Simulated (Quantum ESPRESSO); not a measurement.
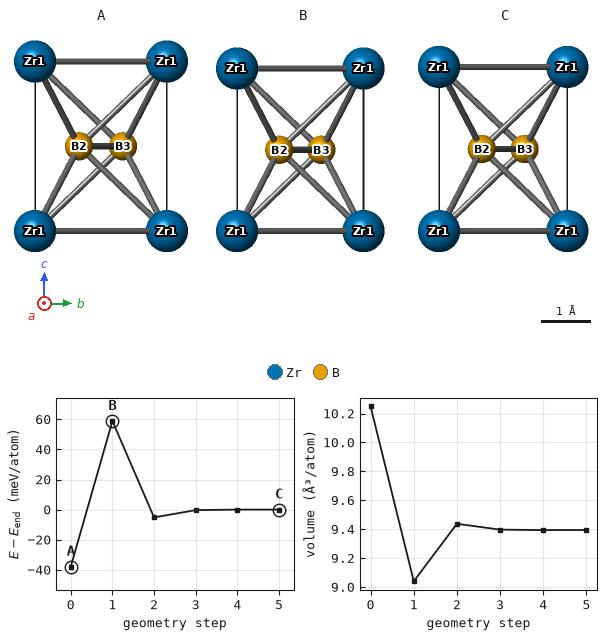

Frames of a relaxation of solid ZrB$_{2}$ (set up in P6/mmm), marked on the history of the run. The picture is a ball-and-stick view of the cell of the calculation, seen along the a axis.

The run lets cell and atoms move.

Computed with Quantum ESPRESSO, Kohn-Sham DFT of a periodic cell, PBEsol, GBRV 1.5 PBEsol.

Input
```
&CONTROL
  calculation = 'vc-relax'
  prefix = 'pwscf'
  outdir = './tmp'
  pseudo_dir = './pseudo'
  tprnfor = .true.
  tstress = .true.
  disk_io = 'low'
  nstep = 40
  forc_conv_thr = 0.0004
  etot_conv_thr = 1d-05
/
&SYSTEM
  ibrav = 0
  A = 3.17
  nat = 3
  ntyp = 2
  ecutwfc = 52
  ecutrho = 414
  nbnd = 15
  occupations = 'smearing'
  smearing = 'fd'
  degauss = 0.00367493
/
&ELECTRONS
  conv_thr = 6d-10
  electron_maxstep = 120
  mixing_beta = 0.5
/
&IONS
  ion_dynamics = 'bfgs'
/
&CELL
  cell_dynamics = 'bfgs'
  press = 200
  press_conv_thr = 0.3
/
ATOMIC_SPECIES
Zr    91.2240 zr_pbesol_v1.uspp.F.UPF
B     10.8100 b_pbesol_v1.4.uspp.F.UPF
CELL_PARAMETERS alat
   1.0000000000    0.0000000000    0.0000000000
  -0.5000000000    0.8660254038    0.0000000000
   0.0000000000    0.0000000000    1.1145110410
ATOMIC_POSITIONS alat
Zr     0.0000000000    0.0000000000    0.0000000000
B      0.5000000000    0.2886751346    0.5572555205
B     -0.0000000001    0.5773502692    0.5572555205
K_POINTS automatic
10 10 8 0 0 0
```

Launched with:
```bash
OMP_NUM_THREADS=1 mpirun -n 2 pw.x -nk 2 -in pw.in > pw.out
```

### What happens along the run?

No atom moves by more than 0.005 Å relative to the cell. The drawn cell changes as follows: a = b 3.170 → 3.084 Å (−2.7 %), c 3.533 → 3.421 Å (−3.2 %); the volume changes by −8.3 %. Some distances before and after: Zr1–Zr1 3.533 → 3.421 Å, Zr1–Zr1 (another image) 3.170 → 3.084 Å, Zr1–B2 2.544 → 2.469 Å, B2–B3 1.830 → 1.781 Å. The space group stays P6/mmm (No. 191). After 5 geometry steps the energy has risen by 37.9 meV per atom. With the target pressure of 20 GPa, the enthalpy E + pV changes by −68.8 meV per atom. All forces vanish by symmetry, so only the cell relaxes. The pressure goes from −4.10 to 20.01 GPa. From step 0 to 1: volume −11.8 %, energy +96.7 meV per atom. From step 1 to 5: volume +3.9 %, energy −58.8 meV per atom.

| step | E − E(0), meV/atom | pressure, GPa | volume, Å³/atom |
| --- | --- | --- | --- |
| 0 | 0.00 | -4.10 | 10.249 |
| 1 | 96.74 | 33.44 | 9.040 |
| 2 | 32.72 | 18.54 | 9.438 |
| 3 | 37.55 | 19.92 | 9.397 |
| 4 | 37.93 | 20.02 | 9.394 |
| 5 | 37.90 | 20.01 | 9.394 |
